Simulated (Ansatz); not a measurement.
The Ansatz input:

```
crystal:
  lattice:
    - [4.00070795, 4.00070795, 0.0]
    - [0.0, 4.00070795, 4.00070795]
    - [4.00070795, 0.0, 4.00070795]
  atoms:
    - { symbol: Pb, position: [0.0, 0.0, 0.0] }
    - { symbol: Pb, position: [0.5, 0.5, 0.5] }
    - { symbol: Ti, position: [0.25, 0.25, 0.25] }
    - { symbol: Ti, position: [0.75, 0.75, 0.75] }
    - { symbol: O, position: [0.0, 0.5, 0.0] }
    - { symbol: O, position: [0.5, 0.0, 0.5] }
    - { symbol: O, position: [0.0, 0.0, 0.5] }
    - { symbol: O, position: [0.5, 0.5, 0.0] }
    - { symbol: O, position: [0.0, 0.5, 0.5] }
    - { symbol: O, position: [0.5, 0.0, 0.0] }
  symmetry: { tolerance: 0.0003 }
kpoints:
  mp_grid: { grid: [6, 6, 6], shift: [0, 0, 0] }
  band_path:
    path:
      - [0.0, 0.0, 0.0]
      - [0.5, 0.5, 0.0]
      - [1.0, 0.5, 0.5]
      - [0.0, 0.0, 0.0]
      - [1.0, 1.0, 1.0]
      - [0.5, 0.5, 0.0]
      - [1.0, 1.0, 1.0]
      - [1.0, 0.5, 0.5]
    npoints: 8
magnetization:
  spin_polarized: false
scf:
  occupations: { method: fermi_dirac }
  lower_state_search: "off"
  max_iter: 200
hamiltonian:
  pseudopotentials: { kind: paw }
  xc: pbe
  hubbard:
    projectors: all-electron-ortho-atomic
    sites: [{ species: Ti, l: d, u_eff: 3.4 }]
basis:
  ecutwfc: 420
  fft_grid_basis: typed
output:
  forces: true
  stress: true
  eigenvalues: true
  bader: true
  populations: true
  elf: true
  write_potential: true
  volumetric_format: npy
  dos:
    e_range: [-12, 8]
    de: 0.05
    projected: { site_lists: { O: [O], Pb: [Pb], Ti: [Ti] } }
checkpoint:
  read: saved_state
```

Predict the main features of the density of states.

There is a gap; over the k points computed it is 2.08 eV. By projected weight, the top eV of the valence band is O 2p almost alone; the bottom eV of the conduction band is Ti 3d (85 %). The gap is of charge-transfer type, from anion p to metal d states. The upper group of valence states starts about 4.9 eV under the valence-band top (which lies at −1.0 eV on this axis), with a gap beneath it; it holds about 36 electrons a cell. The tallest peak in the window is at 2.3 eV; by projected weight it is Ti 3d (75 %) and O 2p (15 %).

Spin-orbit coupling is left out, which matters for Pb.

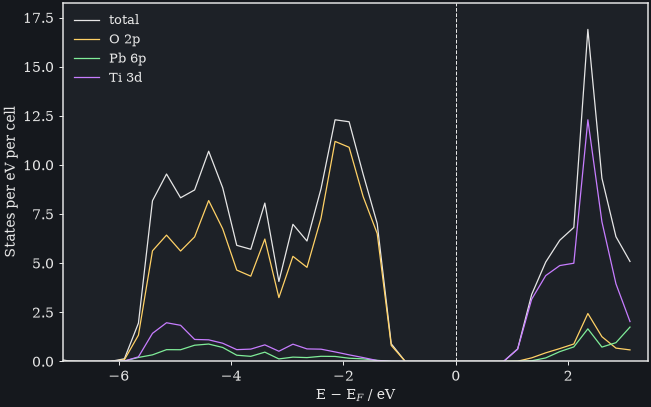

Density of states. Energies are counted from the Fermi level. The partial curves are projected on Löwdin-orthogonalised atomic shells.
